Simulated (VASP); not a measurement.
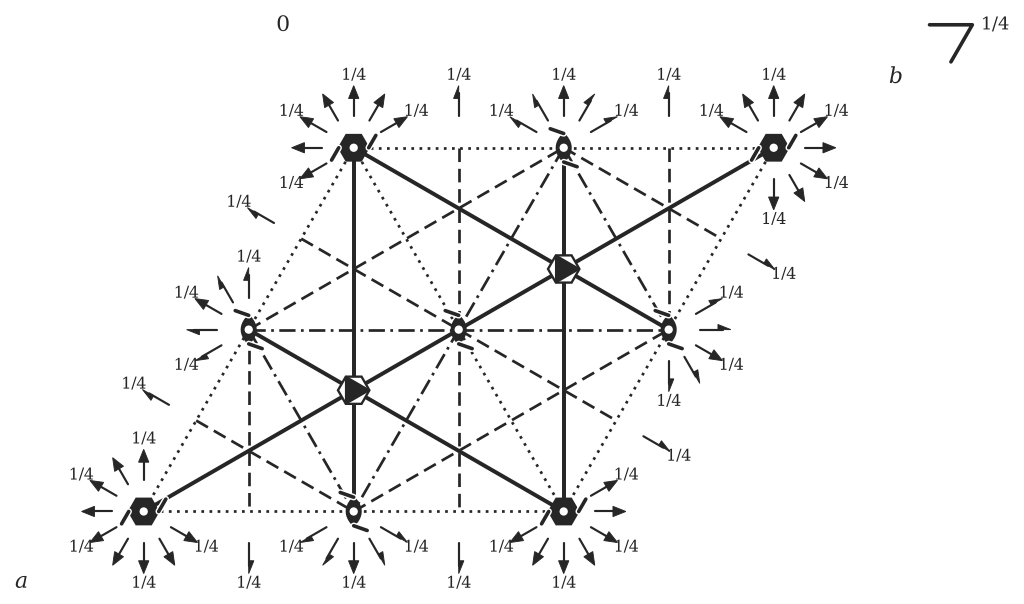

Symmetry elements of a space group, projected down c, computed from the operations of a computed or model structure of composition HfN.

Graphical symbols as in the International Tables (origin upper left, heights as fractions; handed screw axes are marked by their printed symbols).

**Which space group is it?**

No. 194, P6_3/mmc; primitive hexagonal, point group 6/mmm, 24 general positions a cell.

**List the elements shown.**

−6 axes along c at (1/3, 2/3), (2/3, 1/3); 6₃ axes along c at (0, 0); 2₁ axes along c at (0, 1/2), (1/2, 0), (1/2, 1/2); inversion centres at (0, 0), (0, 1/2), (1/2, 0), (1/2, 1/2); mirror planes holding c and [1 2 0] or [2 1 0] or [−1 1 0]; in-plane glide planes holding c and [1 2 0] or [2 1 0] or [−1 1 0]; c glide planes normal to a*, at x = 0; n glide planes normal to a*, at x = 1/2; c glide planes normal to b*, at y = 0; n glide planes normal to b*, at y = 1/2; c glide planes holding c and [1 1 0]; diagonal glide planes holding c and [1 1 0]; a mirror plane normal to c at height 1/4; 2 axes along [1 1 0] at height 0; 2 axes along [1 2 0] at height 1/4; 2 axes along [2 1 0] at height 1/4; 2 axes along [−1 1 0] at height 1/4; 2 axes along a at height 0; 2 axes along b at height 0; 2₁ axes along [1 1 0] at height 0; 2₁ axes along [1 2 0] at height 1/4; 2₁ axes along [2 1 0] at height 1/4; 2₁ axes along [−1 1 0] at height 1/4; 2₁ axes along a at height 0; 2₁ axes along b at height 0. Heights repeat every half period; positions are (a, b) fractions, modulo 1.

**Write the general positions (in any order).**

x, y, z; −x, −y, −z; x−y, x, z+1/2; −x+y, −x, −z+1/2; −y, x−y, z; y, −x+y, −z; −x, −y, z+1/2; x, y, −z+1/2; −x+y, −x, z; x−y, x, −z; y, −x+y, z+1/2; −y, x−y, −z+1/2; −y, −x, −z+1/2; y, x, z+1/2; −x, −x+y, −z; x, x−y, z; −x+y, y, −z+1/2; x−y, −y, z+1/2; y, x, −z; −y, −x, z; x, x−y, −z+1/2; −x, −x+y, z+1/2; x−y, −y, −z; −x+y, y, z
